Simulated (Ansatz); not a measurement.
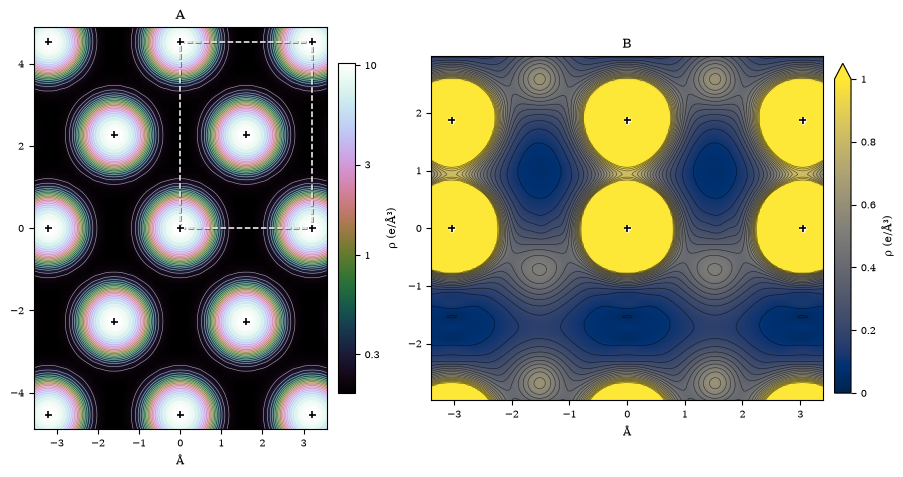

The valence pseudo-density of 2 systems, each on a plane through atoms (crosses mark nuclei in the plane).

Theory: DFT PBEsol, scalar-relativistic, plane waves, PAW in Ansatz.

System 1: Ti, the (011) plane of the conventional cell. Space group Im-3m; computed without spin polarisation.

```yaml
crystal:
  lattice:
    - [3.21023, 0.00000, 0.00000]
    - [0.00000, 3.21023, 0.00000]
    - [0.00000, 0.00000, 3.21023]
  atoms:
    - { symbol: Ti, position: [0.00000, 0.00000, 0.00000] }
    - { symbol: Ti, position: [0.50000, 0.50000, 0.50000] }
```

System 2: CoO, the (100) plane of the cell of the magnetic structure. Space group P6₃mc; a structure from a database of computed crystals, not necessarily the ambient phase; spin-polarised.

### Which map belongs to which system?

Panel A is system 1, Ti: the plane holds Ti. Ti–Ti (2.78 Å): ρ at the midpoint is about 0.2 e/Å³. Panel B is system 2, CoO: the plane holds Co and O. Co–O (1.87 Å): ρ at the midpoint is about 0.81 e/Å³.
